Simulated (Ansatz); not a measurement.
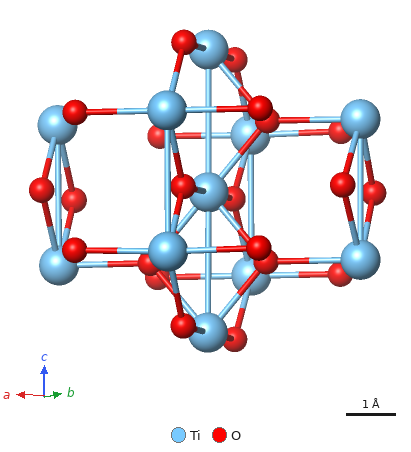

A defect cell of composition Ti$_{23}$O$_{47}$, before the relaxation. Style: ball-and-stick. Shown: the atoms within 4.2 Å of the atom that moves most (axes of the cell of the calculation (origin shifted)), from a free direction.

All numbers below come from DFT, PBEsol, PAW, plane waves in Ansatz 0.2.0.

(plane-wave cutoff 420 eV; k-point mesh 1 × 1 × 1; mesh shifted by (0.25, 0.25, 0.25); collinear spin; atoms relaxed in a fixed cell; force threshold 0.03 eV/Å; at most 80 steps)

```
CELL_PARAMETERS angstrom
9.18283 0.00000 0.00000
0.00000 9.18283 0.00000
0.00000 0.00000 8.81661
ATOMIC_POSITIONS crystal
Ti 0.00147 0.00043 0.00474
Ti 0.00419 0.00218 0.33451
Ti 0.00013 0.99823 0.66720
Ti 0.00044 0.50191 0.00223
Ti 0.00089 0.50237 0.33753
Ti 0.99834 0.49625 0.66954
Ti 0.49959 0.99631 0.99640
Ti 0.50136 0.99816 0.33488
Ti 0.50038 0.99967 0.66835
Ti 0.50229 0.49950 0.00059
Ti 0.50052 0.50477 0.66840
Ti 0.25156 0.25488 0.16803
Ti 0.25022 0.25371 0.49821
Ti 0.25074 0.25049 0.83262
Ti 0.25122 0.74793 0.16572
Ti 0.24850 0.74966 0.50195
Ti 0.25310 0.75063 0.83394
Ti 0.74914 0.25072 0.16338
Ti 0.74791 0.25176 0.49934
Ti 0.74851 0.25239 0.83234
Ti 0.75149 0.75320 0.16542
Ti 0.74861 0.75157 0.49830
Ti 0.74991 0.75004 0.83111
O 0.15248 0.15415 0.00462
O 0.15300 0.15197 0.33346
O 0.15460 0.15359 0.66343
O 0.15309 0.65059 0.99973
O 0.15102 0.65229 0.33858
O 0.15381 0.65153 0.66730
O 0.65679 0.14859 0.99856
O 0.65428 0.15013 0.33245
O 0.65596 0.14956 0.66875
O 0.64781 0.65103 0.99896
O 0.65515 0.65393 0.33120
O 0.65284 0.65153 0.66779
O 0.35212 0.34871 0.00300
O 0.34600 0.34564 0.32934
O 0.35010 0.34951 0.66527
O 0.34394 0.84359 0.00097
O 0.34695 0.84530 0.33425
O 0.34854 0.84600 0.66900
O 0.84533 0.35169 0.99940
O 0.85141 0.34623 0.33458
O 0.84736 0.34535 0.66573
O 0.84654 0.84797 0.99824
O 0.84536 0.84468 0.33644
O 0.85057 0.84655 0.66906
O 0.09903 0.40639 0.16870
O 0.09725 0.40068 0.50209
O 0.09595 0.40432 0.83263
O 0.09822 0.90391 0.16651
O 0.09871 0.90517 0.50208
O 0.60062 0.40479 0.16806
O 0.59686 0.40069 0.50244
O 0.60071 0.40504 0.83133
O 0.59725 0.90131 0.16334
O 0.60013 0.89883 0.49728
O 0.59983 0.90105 0.83518
O 0.40311 0.09657 0.16697
O 0.40267 0.09357 0.50658
O 0.40093 0.09259 0.83298
O 0.40074 0.59345 0.16292
O 0.40383 0.59367 0.50062
O 0.40077 0.59923 0.83376
O 0.90271 0.09816 0.16720
O 0.90707 0.09850 0.49976
O 0.90176 0.09572 0.83414
O 0.90426 0.60055 0.16513
O 0.90510 0.59713 0.49889
O 0.89974 0.59829 0.83357
```

### Where does the relaxation end?

Over 6 geometry steps the energy falls by 5.870 eV per cell of the calculation. Largest force component: 3.8 eV/Å at the start, 0.0085 eV/Å at the end. The largest move is that of Ti3, 0.31 Å along [−1 1 −1]. Largest moves by element: Ti 0.31 Å, O 0.26 Å. The cell doesn't change. Among the contacts that change: Ti1–Ti3 2.976 → 3.281 Å, Ti3–O66 1.938 → 1.752 Å, Ti13–O26 1.933 → 2.090 Å, Ti20–O67 2.013 → 2.168 Å. Among the angles between lasting bonds that change: Ti1–O67–Ti3 99.1° → 121.1°, Ti2–Ti3–O67 139.2° → 159.9°, O52–Ti3–O67 179.0° → 158.8°. The program noted that the starting moments weren't kept.

After the run, drawn alike:

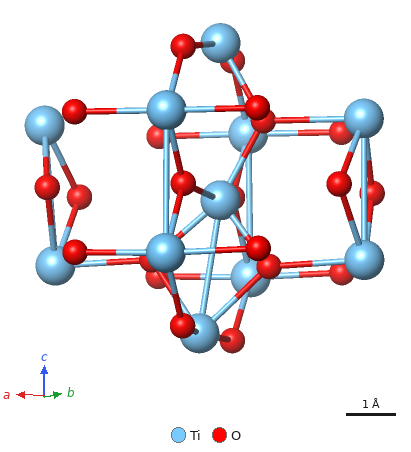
